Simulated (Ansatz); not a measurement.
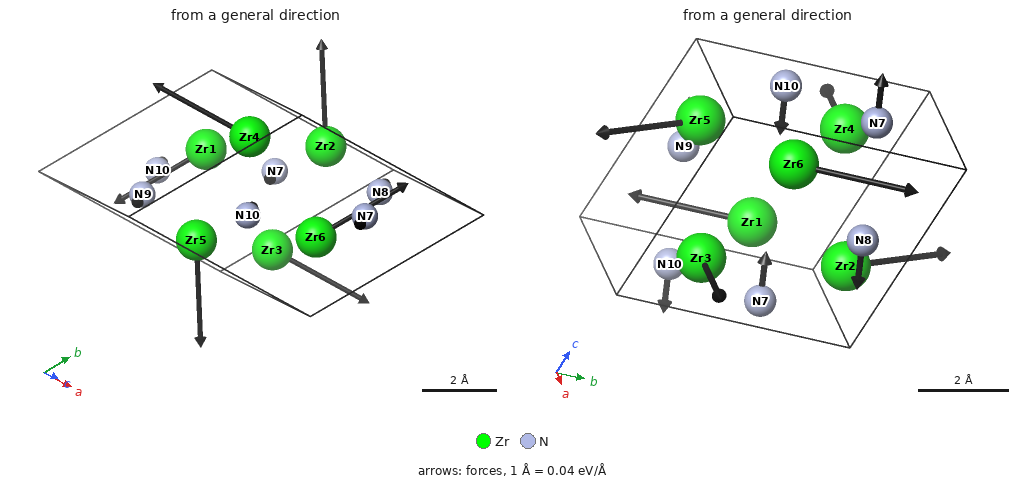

The image is a spheres-only drawing of a crystal, viewed from two general directions. Atoms at the boundary of the cell (the run's own, in a reduced setting) (the box) are drawn once for each face, edge or corner they touch. The arrows are the computed forces on the atoms.

System: Zr3N2. The numbers come from Ansatz 0.2.0, DFT PBEsol, scalar-relativistic, plane waves, PAW, using an energy cutoff of 420 eV, k-points about 0.11 Å⁻¹ apart, Gaussian smearing of 0.1 eV, no spin polarisation.

Question: Is this an equilibrium geometry?

Answer: No. The atoms still feel forces of up to about 0.1 eV/Å, above a usual threshold of 0.01 to 0.03 eV/Å.

Source of the structure: a structure listed in the Materials Project. Earlier steps of the study, as a rule a relaxation of our own, may have changed the cell and positions, so they can lie some per cent off the listed ones. A calculation with Ansatz used it as input.
